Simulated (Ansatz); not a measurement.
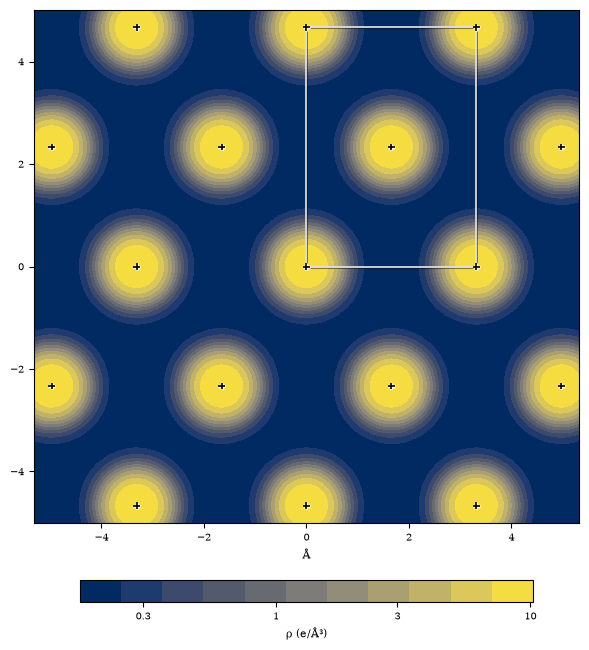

The valence pseudo-density on a plane through atoms (crosses mark nuclei in the plane).

The calculation used DFT, PBE, PAW with Ansatz's default frozen-core files, scalar-relativistic (Ansatz 0.2.0).

Candidates:
A. Ge, a = 5.66 Å, b = 5.66 Å, c = 5.66 Å, α = 90.00°, β = 90.00°, γ = 90.00°. Space group Fd-3m; computed pressure about 4 GPa in this cell.
B. ZnS, a = 5.34 Å, b = 5.34 Å, c = 5.34 Å, α = 90.00°, β = 90.00°, γ = 90.00°. Space group F-43m; computed pressure about 5 GPa in this cell.
C. Ti, a = 3.31 Å, b = 3.31 Å, c = 3.28 Å, α = 90.00°, β = 90.00°, γ = 90.00°. Space group I4/mmm; changed on purpose from its base cell (equal xx and yy strain of +1 %, PAW files); computed pressure about −4 GPa in this cell; computed without spin polarisation.

**Which candidate gave the map?**

Candidate C: Ti on the (011̄) plane of the conventional cell, which holds Ti. Ti–Ti (2.86 Å): the density is about 0.18 e/Å³ at the midpoint.
